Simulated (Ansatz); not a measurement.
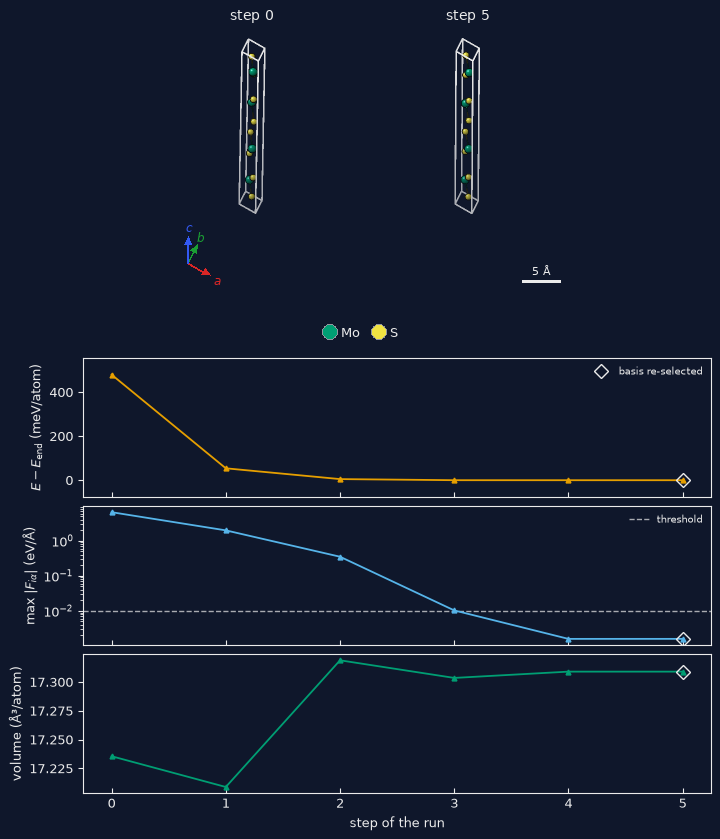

First and last geometry of a relaxation of crystalline MoS2 (set up in P1), with the history of the run. A ball-and-stick model of the cell of the calculation, seen from a free direction.

Case: all atoms moved at random, sigma 0.15 Å for each component, cell strained at random, sigma 0.01; relaxed back.

Computed with DFT PBE+D3(BJ), scalar-relativistic, plane waves, PAW (Ansatz 0.2.0).

Input file:
```yaml
crystal:
  lattice:
    - [3.1210864286, -0.0305907613, 0.0355393024]
    - [-1.5870355907, 2.7502547388, -0.0106669059]
    - [0.2728796759, 0.0629735104, 24.2354413236]
  atoms:
    - { symbol: Mo, position: [0.3477577947, 0.6711669374, 0.1243432262] }
    - { symbol: Mo, position: [0.3935497964, 0.6764644987, 0.6359646225] }
    - { symbol: Mo, position: [0.6062184235, 0.3194249284, 0.3738874061] }
    - { symbol: Mo, position: [0.5778786228, 0.2859641174, 0.8789957236] }
    - { symbol: S, position: [0.3280492355, 0.6481064524, 0.2978674371] }
    - { symbol: S, position: [0.4174675583, 0.7887469195, 0.8144847509] }
    - { symbol: S, position: [0.6423883261, 0.2757626057, 0.0647250834] }
    - { symbol: S, position: [0.6735858297, 0.3318294416, 0.5533868562] }
    - { symbol: S, position: [0.3449381982, 0.7056836862, 0.4340637562] }
    - { symbol: S, position: [0.3471242083, 0.6556992833, 0.9350551587] }
    - { symbol: S, position: [0.705732379, 0.2943907253, 0.1916797595] }
    - { symbol: S, position: [0.6153096275, 0.3467604042, 0.6955462195] }
basis:
  ecutwfc: 420
kpoints:
  mp_grid: { grid: [12, 12, 1] }
hamiltonian:
  xc: pbe
  dispersion: d3bj
scf:
  occupations: { method: gaussian, width: 0.05 }
output:
  forces: true
  stress: true
  eigenvalues: true
relax:
  adjacent_minimum: "off"
  f_tol: 0.01
  max_steps: 80
  cell: { stress_tol: 0.1 }
```

Run as
```bash
ansatz run input.yaml --threads 2 --pin off --max-ram 5120MiB --backend cpu --events-out ev --progress --plain --runs-dir out
```

### Did the run converge, and what did it change?

It converged. S6 moves most relative to the cell: 0.35 Å roughly along [−2 −3 0]. Largest moves by element: S 0.35 Å, Mo 0.32 Å. The volume changes by +0.4 %, with a 3.121 → 3.149 Å (+0.9 %), b 3.175 → 3.150 Å (−0.8 %), c 24.237 → 24.181 Å (−0.2 %), α 90.4° → 90.0°, β 88.7° → 90.0°, γ 120.5° → 120.0°. Near-neighbour distances that change, for instance: Mo2–S8 2.816 → 2.399 Å, Mo4–S6 2.731 → 2.399 Å, Mo4–S6 (another image) 2.094 → 2.400 Å, Mo2–S8 (another image) 2.689 → 2.400 Å. Among the angles between lasting bonds that change: S6–Mo4–S10 153.7° → 135.5°, S6–Mo4–S10 149.9° → 135.5°, S6–Mo4–S10 121.2° → 135.5°. Within 0.06 Å the space group is P1 at the start and P6_3/mmc at the end; at a tighter tolerance small leftover displacements or strains of the cell lower it. The energy falls by 480 meV per atom in 4 accepted moves (5 points after the start). The largest force component goes from 6.5 to 0.0016 eV/Å. The pressure goes from 7.36 to −0.01 GPa. At 1 point the geometry stayed and the basis and grid were re-selected for the new cell (energy shift of less than 0.05 meV per atom at most each time). The run took 4 min on 2 threads of Intel(R) Xeon(R) Platinum 8375C CPU @ 2.90GHz (Ice Lake), on a shared host, peak memory 1 GiB.
